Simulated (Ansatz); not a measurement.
```
Mo Se
1.0
     3.28800    0.00000    0.00000
    -1.64400    2.84749    0.00000
     0.00000    0.00000   12.90000
Mo Se
2 4
Direct
  0.33333 0.66667 0.25000
  0.66667 0.33333 0.75000
  0.33333 0.66667 0.62500
  0.66667 0.33333 0.12500
  0.33333 0.66667 0.87500
  0.66667 0.33333 0.37500
```

Space group P6₃/mmc; computed without spin polarisation.

Level of theory: DFT PBE, plane waves, PAW in Ansatz 0.2.0.

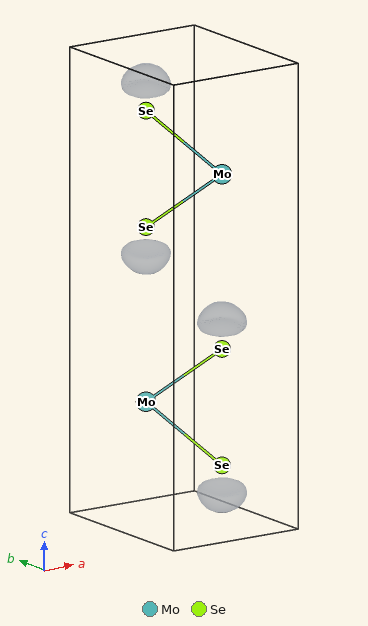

MoSe2. Isosurface of the ELF at 0.85 (grey), seen at an oblique angle. Only the valence region is drawn (cores and ρ < 0.01 e/Å³ removed). Sticks mark near contacts.

Question: Describe the localisation domains.

Answer: The ELF exceeds this value in four lobes on Se, pointing away from the bonds (lone pairs), counted in one cell of 6 atoms. Regions shared between cells count once. Profiles from the grid: Mo–Se (2.49 Å): the ELF is about 0.50 at the midpoint.

Question: Does the calculation give a band gap?

Answer: It is gapped, with a Kohn–Sham gap of 0.89 eV on the k-point mesh, an upper bound to the gap of this method.
